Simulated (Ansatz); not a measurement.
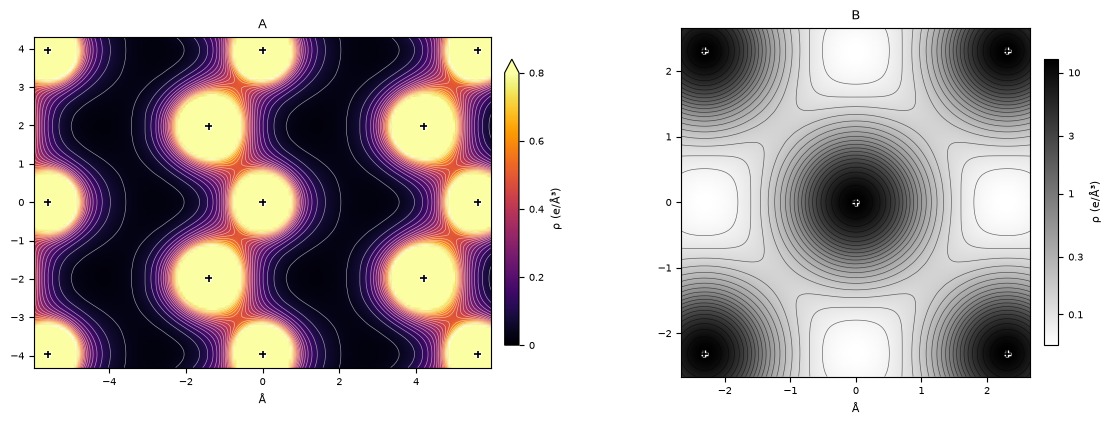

The valence charge density (pseudo) of 2 systems, each on a plane through atoms (crosses mark nuclei in the plane).

Computed with DFT LDA, scalar-relativistic, plane waves, PAW (Ansatz).

System 1: In, the (100) plane of the conventional cell. Space group Fm-3m; a structure from a database of computed crystals, not necessarily the ambient phase; computed without spin polarisation.

```
In
1.0
     3.26597   -3.26597    0.00000
     3.26597    3.26597    0.00000
     0.00000    0.00000    4.61934
In
4
Direct
  0.00000 0.00000 0.00000
  0.50000 0.00000 0.50000
  0.50000 0.50000 0.00000
  0.00000 0.50000 0.50000
```

System 2: GaAs, the (101) plane of the conventional cell. Space group F-43m; a structure from a database of computed crystals, not necessarily the ambient phase.

```cif
data_structure
_symmetry_space_group_name_H-M 'P 1'
_symmetry_Int_Tables_number 1
_cell_length_a 5.6034
_cell_length_b 5.6034
_cell_length_c 5.6034
_cell_angle_alpha 90.000
_cell_angle_beta 90.000
_cell_angle_gamma 90.000
_cell_volume 175.93
loop_
_atom_site_label
_atom_site_type_symbol
_atom_site_fract_x
_atom_site_fract_y
_atom_site_fract_z
_atom_site_occupancy
Ga1 Ga 0.50000 0.50000 0.00000 1
Ga2 Ga 0.00000 0.50000 0.50000 1
Ga3 Ga 0.00000 0.00000 0.00000 1
Ga4 Ga 0.50000 0.00000 0.50000 1
As1 As 0.75000 0.75000 0.25000 1
As2 As 0.25000 0.75000 0.75000 1
As3 As 0.25000 0.25000 0.25000 1
As4 As 0.75000 0.25000 0.75000 1
```

Question: Match each panel to its system.

Answer: Panel A is system 2, GaAs: the plane holds Ga and As. Ga–As (2.43 Å): ρ at the midpoint is about 0.51 e/Å³. Panel B is system 1, In: the plane holds In. In–In (3.27 Å): ρ is about 0.14 e/Å³ halfway.
